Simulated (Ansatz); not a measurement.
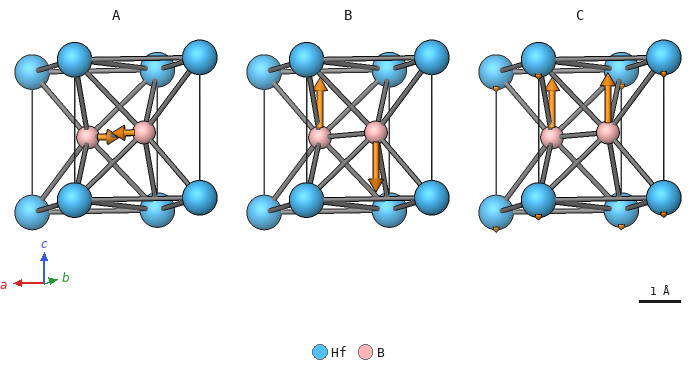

Modes of crystalline HfB2, space group P6/mmm (No. 191), at the zone centre (one member of each degenerate set). The orange arrows give the relative displacements of the atoms. A ball-and-stick model of the cell of the calculation, seen from a free direction.

These are results of DFT PBE, scalar-relativistic, plane waves, PAW in Ansatz, not measurements.

The frequencies depend somewhat on the k-mesh and the smearing.

**Which are infrared-active and which Raman-active?**

A is E₂g, Raman-active by symmetry (797 cm⁻¹). B is B₁g, silent by symmetry (neither infrared- nor Raman-active) (534 cm⁻¹). C is A₂u, infrared-active by symmetry (462 cm⁻¹). The crystal has a centre of inversion, so no mode is both. In a metal the free carriers screen the infrared response.
